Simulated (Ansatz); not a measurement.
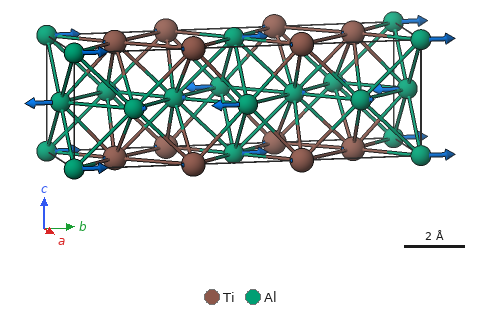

Normal modes of crystalline TiAl$_{2}$, space group Cmmm (No. 65), at the zone centre. The optical levels lie at 220, 233, 236, 243 (×2), 258, 282, 291, 307, 309, 315, 330, 339, 356 (×2) cm⁻¹. One mode is drawn. The blue arrows give the relative displacements of the atoms. The picture is a ball-and-stick view of the conventional cell (2 times the calculation's cell), seen slightly off an axis. Lengths and directions refer to the drawn axes.

All numbers below come from DFT PBEsol, scalar-relativistic, plane waves, PAW in Ansatz 0.2.0. (plane-wave cutoff 420 eV; k-point mesh 10 × 10 × 10; occupations fermi dirac; smearing width 0.15 eV; no spin polarisation)

The frequencies depend somewhat on the k-mesh and the smearing.

Q: To which level does it belong?

A: The level at 291 cm⁻¹. This is the B₂u mode, optical level 7 of 13, counted from below, infrared-active by symmetry. The Al (2c) and Ti sublattices move against the Al (2a) and Al (4j) sublattices, along b; the kinetic energy is shared as Al 98 %, Ti 2 %. The crystal is a metal, so free carriers screen the infrared response.
